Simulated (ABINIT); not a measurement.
**Bethe–Salpeter calculation of BP (part 1 of 2)**

- system: BP (F-43m, 2 atoms in the cell)
- method: Kohn-Sham DFT of a periodic cell, LDA, HGH LDA, GW-BSE, no spin polarisation (ABINIT 10.8.3)

The structure derives from an entry of the Crystallography Open Database.

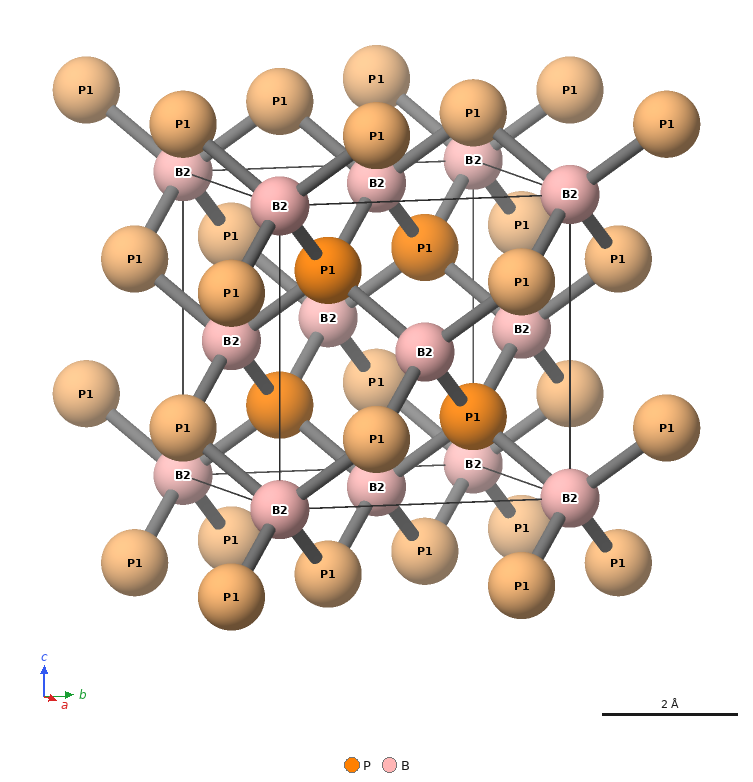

*The input geometry (ball-and-stick view of the cell 4 times as large as that of the calculation, set on its symmetry axes, seen slightly off an axis; neighbours outside the cell are drawn fainter; atoms are numbered from 1 in the order of the input).*

The input
```
ndtset 3

pp_dirpath "./"
pseudos "P.hgh, B.hgh"

structure "poscar:POSCAR"
natom 2

ecut 24.0

kptopt 1
ngkpt 5 5 5
nshiftk 1
shiftk 0.11 0.21 0.31
chksymbreak 0
istwfk *1

ixc 7

occopt 1

nstep 80
diemac 6.0

iomode 3
prteig 0
prtebands 0

nband1 4
tolvrs1 1.0e-12
prtden1 1
prtwf1 0
ngkpt1 5 5 5
nshiftk1 1
shiftk1 0.0 0.0 0.0

iscf2 -2
getden2 1
nband2 14
nbdbuf2 4
tolwfr2 1.0e-12
nstep2 120
prtden2 0

optdriver3 99
getwfk3 2
getden3 1
bs_calctype3 1
mbpt_sciss3 1.0 eV
bs_exchange_term3 1
bs_coulomb_term3 21
mdf_epsinf3 9.36
bs_coupling3 0
bs_algorithm3 1
bs_loband3 1
nband3 8
ecutwfn3 24.0
ecuteps3 4.0
bs_freq_mesh3 0.0 11.0 0.05 eV
zcut3 0.2 eV
inclvkb3 2
```

File POSCAR
```
BP
1.0
    0.0000000000      2.2690000000      2.2690000000
    2.2690000000      0.0000000000      2.2690000000
    2.2690000000      2.2690000000      0.0000000000
P B
1 1
Direct
    0.7500000000      0.7500000000      0.7500000000  P
    0.0000000000      0.0000000000      0.0000000000  B
```

Machine: 1 thread of Intel Xeon (Sapphire Rapids), 64 GiB of memory available, shared host.

Command:
```bash
abinit run.abi > log 2>&1
```

Log
```
.Version 10.8.3 of ABINIT
 DATASET    1 : space group F-4 3 m (#216); Bravais cF (face-center cubic)
================================================================================
 Values of the parameters that define the memory need for DATASET  1.
     intxc =       0    ionmov =       0      iscf =       7    lmnmax =       3
     lnmax =       3     mgfft =      30  mpssoang =       2    mqgrid =    3001
     natom =       2  nloc_mem =       1    nspden =       1   nspinor =       1
    nsppol =       1      nsym =      24    n1xccc =       0    ntypat =       2
    occopt =       1   xclevel =       1
       mpw =         899          nfft =       27000          nkpt =          10
================================================================================
================================================================================

 DATASET    2 : space group F-4 3 m (#216); Bravais cF (face-center cubic)
================================================================================
 Values of the parameters that define the memory need for DATASET  2.
     intxc =       0    ionmov =       0      iscf =      -2    lmnmax =       3
     lnmax =       3     mgfft =      30  mpssoang =       2    mqgrid =    3001
     natom =       2  nloc_mem =       1    nspden =       1   nspinor =       1
    nsppol =       1      nsym =      24    n1xccc =       0    ntypat =       2
    occopt =       1   xclevel =       1
       mpw =         903          nfft =       27000          nkpt =         125
================================================================================
================================================================================

 DATASET    3 : space group F-4 3 m (#216); Bravais cF (face-center cubic)
================================================================================
 Values of the parameters that define the memory need for DATASET  3.
     intxc =       0    ionmov =       0      iscf =       7    lmnmax =       3
     lnmax =       3     mgfft =      30  mpssoang =       2    mqgrid =    3001
     natom =       2  nloc_mem =       1    nspden =       1   nspinor =       1
    nsppol =       1      nsym =      24    n1xccc =       0    ntypat =       2
    occopt =       1   xclevel =       1
       mpw =         903          nfft =       27000          nkpt =         125
================================================================================
================================================================================

--------------------------------------------------------------------------------
------------- Echo of variables that govern the present computation ------------
--------------------------------------------------------------------------------
 -outvars: echo values of preprocessed input variables --------
            acell      1.0000000000E+00  1.0000000000E+00  1.0000000000E+00 Bohr
              amu      3.09737620E+01  1.08110000E+01
     bs_algorithm1          2
     bs_algorithm2          2
     bs_algorithm3          1
  bs_coulomb_term1         11
  bs_coulomb_term2         11
  bs_coulomb_term3         21
     bs_freq_mesh1     0.00000000E+00  0.00000000E+00  3.67493222E-04 Hartree
     bs_freq_mesh2     0.00000000E+00  0.00000000E+00  3.67493222E-04 Hartree
     bs_freq_mesh3     0.00000000E+00  4.04242544E-01  1.83746611E-03 Hartree
        bs_loband1          0
        bs_loband2          0
        bs_loband3          1
      chksymbreak           0
           diemac      6.00000000E+00
             ecut      2.40000000E+01 Hartree
          ecuteps1     0.00000000E+00 Hartree
          ecuteps2     0.00000000E+00 Hartree
          ecuteps3     4.00000000E+00 Hartree
          ecutwfn1     0.00000000E+00 Hartree
          ecutwfn2     0.00000000E+00 Hartree
          ecutwfn3     2.40000000E+01 Hartree
           getden1          0
           getden2          1
           getden3          1
           getwfk1          0
           getwfk2          0
           getwfk3          2
             iscf1          7
             iscf2         -2
             iscf3          7
              ixc           7
           jdtset        1    2    3
                       outvar_i_n : Printing only first  50 k-points.
         kptrlatt        5    0    0      0    5    0      0    0    5
          kptrlen      3.03192438E+01
       mbpt_sciss1     0.00000000E+00 Hartree
       mbpt_sciss2     0.00000000E+00 Hartree
       mbpt_sciss3     3.67493222E-02 Hartree
       mdf_epsinf1     0.00000000E+00
       mdf_epsinf2     0.00000000E+00
       mdf_epsinf3     9.36000000E+00
            natom           2
            nband1          4
            nband2         14
            nband3          8
           nbdbuf1          0
           nbdbuf2          4
           nbdbuf3          0
           ndtset           3
            ngfft          30      30      30
             nkpt1         10
             nkpt2        125
             nkpt3        125
           npweps1          0
           npweps2          0
           npweps3         59
            nstep1         80
            nstep2        120
            nstep3         80
             nsym          24
           ntypat           2
        optdriver1          0
        optdriver2          0
        optdriver3         99
           prtden1          1
           prtden2          0
           prtden3          1
        prtebands           0
           prteig           0
            prtwf1          0
            prtwf2          1
            prtwf3          1
            rprim      0.0000000000E+00  4.2877885797E+00  4.2877885797E+00
                       4.2877885797E+00  0.0000000000E+00  4.2877885797E+00
                       4.2877885797E+00  4.2877885797E+00  0.0000000000E+00
           shiftk1     0.00000000E+00  0.00000000E+00  0.00000000E+00
           shiftk2     1.10000000E-01  2.10000000E-01  3.10000000E-01
           shiftk3     1.10000000E-01  2.10000000E-01  3.10000000E-01
          spgroup         216
           tolvrs1     1.00000000E-12
           tolvrs2     0.00000000E+00
           tolvrs3     0.00000000E+00
           tolwfr1     0.00000000E+00
           tolwfr2     1.00000000E-12
           tolwfr3     0.00000000E+00
            typat      1  2
                       outvars : Printing only first  50 k-points.
           xangst      3.4035000000E+00  3.4035000000E+00  3.4035000000E+00
                       0.0000000000E+00  0.0000000000E+00  0.0000000000E+00
            xcart      6.4316828695E+00  6.4316828695E+00  6.4316828695E+00
                       0.0000000000E+00  0.0000000000E+00  0.0000000000E+00
             xred      7.5000000000E-01  7.5000000000E-01  7.5000000000E-01
                       0.0000000000E+00  0.0000000000E+00  0.0000000000E+00
             zcut1     3.67493260E-03 Hartree
             zcut2     3.67493260E-03 Hartree
             zcut3     7.34986444E-03 Hartree
            znucl       15.00000    5.00000

================================================================================

 chkinp: Checking input parameters for consistency, jdtset=   1.

 chkinp: Checking input parameters for consistency, jdtset=   2.

 chkinp: Checking input parameters for consistency, jdtset=   3.

================================================================================
== DATASET  1 ==================================================================

--- !DatasetInfo
iteration_state: {dtset: 1, }
dimensions: {natom: 2, nkpt: 10, mband: 4, nsppol: 1, nspinor: 1, nspden: 1, mpw: 899, }
cutoff_energies: {ecut:  24.0, pawecutdg:  -1.0, }
electrons: {nelect:   8.00000000E+00, charge:   0.00000000E+00, occopt:   1.00000000E+00, tsmear:   1.00000000E-02, }
meta: {optdriver: 0, ionmov: 0, optcell: 0, iscf: 7, paral_kgb: 0, }
...

 Exchange-correlation functional for the present dataset will be:
  LDA: Perdew-Wang 92 LSD fit to Ceperley-Alder data - ixc=7
  J.P.Perdew and Y.Wang, PRB 45, 13244 (1992)

 Real(R)+Recip(G) space primitive vectors, cartesian coordinates (Bohr,Bohr^-1):
 R(1)=  0.0000000  4.2877886  4.2877886  G(1)= -0.1166102  0.1166102  0.1166102
 R(2)=  4.2877886  0.0000000  4.2877886  G(2)=  0.1166102 -0.1166102  0.1166102
 R(3)=  4.2877886  4.2877886  0.0000000  G(3)=  0.1166102  0.1166102 -0.1166102
 Unit cell volume ucvol=  1.5766311E+02 bohr^3
 Angles (23,13,12)=  6.00000000E+01  6.00000000E+01  6.00000000E+01 degrees

 getcut: wavevector=  0.0000  0.0000  0.0000  ngfft=  30  30  30
         ecut(hartree)=     24.000   => boxcut(ratio)=   2.24587

 getcut : COMMENT -
  Note that boxcut > 2.2 ; recall that boxcut=Gcut(box)/Gcut(sphere) = 2
  is sufficient for exact treatment of convolution.
  Such a large boxcut is a waste : you could raise ecut
  e.g. ecut=   30.263529 Hartrees makes boxcut=2

--- Pseudopotential description ------------------------------------------------
- pspini: atom type   1  psp file is ./P.hgh
  15.00000   5.00000     10605                znucl, zion, pspdat
    3    1    1    0      2001   0.00000      pspcod,pspxc,lmax,lloc,mmax,r2well

 pspatm : COMMENT -
  the projectors are not normalized,
  so that the KB energies are not consistent with
  definition in PRB44, 8503 (1991).
  However, this does not influence the results obtained hereafter.

- pspini: atom type   2  psp file is ./B.hgh
   5.00000   3.00000     10605                znucl, zion, pspdat
    3    1    1    0      2001   0.00000      pspcod,pspxc,lmax,lloc,mmax,r2well

 pspatm : COMMENT -
  the projectors are not normalized,
  so that the KB energies are not consistent with
  definition in PRB44, 8503 (1991).
  However, this does not influence the results obtained hereafter.

  -2.43871093E+01                                ecore*ucvol(ha*bohr**3)
--------------------------------------------------------------------------------

================================================================================

--- !BeginCycle
iteration_state: {dtset: 1, }
solver: {iscf: 7, nstep: 80, nline: 4, wfoptalg: 0, }
tolerances: {tolvrs: 1.00E-12, }
...

     iter   Etot(hartree)      deltaE(h)  residm     vres2
 ETOT  1  -9.4285137147846    -9.429E+00 6.512E-02 2.898E+02
 ETOT  2  -9.4811684724827    -5.265E-02 2.001E-05 7.396E+01
 ETOT  3  -9.5038010769436    -2.263E-02 2.259E-04 9.240E-01
 ETOT  4  -9.5040684201448    -2.673E-04 3.864E-06 2.729E-03
 ETOT  5  -9.5040687410218    -3.209E-07 5.979E-09 5.239E-06
 ETOT  6  -9.5040687425049    -1.483E-09 1.840E-10 8.631E-08
 ETOT  7  -9.5040687425261    -2.116E-11 2.744E-13 3.122E-10
 ETOT  8  -9.5040687425262    -1.101E-13 3.458E-15 6.706E-12
 ETOT  9  -9.5040687425262    -3.553E-15 9.930E-17 9.737E-15

 At SCF step    9       vres2   =  9.74E-15 < tolvrs=  1.00E-12 =>converged.

 Cartesian components of stress tensor (hartree/bohr^3)
  sigma(1 1)=  2.69005776E-04  sigma(3 2)=  0.00000000E+00
  sigma(2 2)=  2.69005776E-04  sigma(3 1)=  0.00000000E+00
  sigma(3 3)=  2.69005776E-04  sigma(2 1)=  0.00000000E+00

--- !ResultsGS
iteration_state: {dtset: 1, }
comment   : Summary of ground state results
lattice_vectors:
- [  0.0000000,   4.2877886,   4.2877886, ]
- [  4.2877886,   0.0000000,   4.2877886, ]
- [  4.2877886,   4.2877886,   0.0000000, ]
lattice_lengths: [   6.06385,    6.06385,    6.06385, ]
lattice_angles: [ 60.000,  60.000,  60.000, ] # degrees, (23, 13, 12)
lattice_volume:   1.5766311E+02
convergence: {deltae: -3.553E-15, res2:  9.737E-15, residm:  9.930E-17, diffor: null, }
etotal    :  -9.50406874E+00
entropy   :   0.00000000E+00
fermie    :   3.51217302E-01
cartesian_stress_tensor: # hartree/bohr^3
- [  2.69005776E-04,   0.00000000E+00,   0.00000000E+00, ]
- [  0.00000000E+00,   2.69005776E-04,   0.00000000E+00, ]
- [  0.00000000E+00,   0.00000000E+00,   2.69005776E-04, ]
pressure_GPa:  -7.9144E+00
xred      :
- [  7.5000E-01,   7.5000E-01,   7.5000E-01,  P]
- [  0.0000E+00,   0.0000E+00,   0.0000E+00,  B]
cartesian_forces: # hartree/bohr
- [ -0.00000000E+00,  -0.00000000E+00,  -0.00000000E+00, ]
- [ -0.00000000E+00,  -0.00000000E+00,  -0.00000000E+00, ]
force_length_stats: {min:   0.00000000E+00, max:   0.00000000E+00, mean:   0.00000000E+00, }
...

 Integrated electronic density in atomic spheres:
 ------------------------------------------------
 Atom  Sphere_radius  Integrated_density
    1        2.00000          2.93247801
    2        2.00000          2.70317114
================================================================================

 ----iterations are completed or convergence reached----
```
